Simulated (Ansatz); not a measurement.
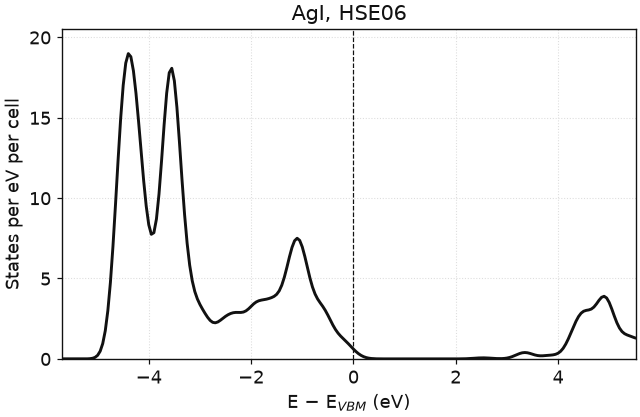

Density of states. Energies are counted from the top of the valence band. The curve is built from the levels of the k mesh with Gaussians 0.4 eV wide, which also blur the band edges.

The Ansatz input:

```
crystal:
  lattice:
    - [4.6507421514, 0.0, 0.0]
    - [-2.3253710757, 4.0276608495, 0.0]
    - [0.0, 0.0, 7.5997163705]
  atoms:
    - { symbol: Ag, position: [0.6666666667, 0.3333333333, 0.6275238183] }
    - { symbol: Ag, position: [0.3333333333, 0.6666666667, 0.1275238183] }
    - { symbol: I, position: [0.6666666667, 0.3333333333, 0.0024761817] }
    - { symbol: I, position: [0.3333333333, 0.6666666667, 0.5024761817] }
kpoints:
  mp_grid: { grid: [6, 6, 2] }
hamiltonian:
  xc: hse06
scf:
  occupations: { method: fixed }
  n_extra_bands: 5
output:
  forces: true
  stress: true
  eigenvalues: true
```

Launched with:
```bash
ansatz run input.yaml --threads 4 --pin off --max-ram 3686MiB --backend cpu --events-out ev --progress --plain --runs-dir out
```

### Metal or insulator, going by the density of states?

There is a gap; over the k points computed it is 2.53 eV (direct among those points).

### How wide is the upper valence band?

The upper group of valence states starts about 4.6 eV under the valence-band top, with a gap beneath it; it holds about 32 electrons a cell.

Spin-orbit coupling is left out, which matters for I.
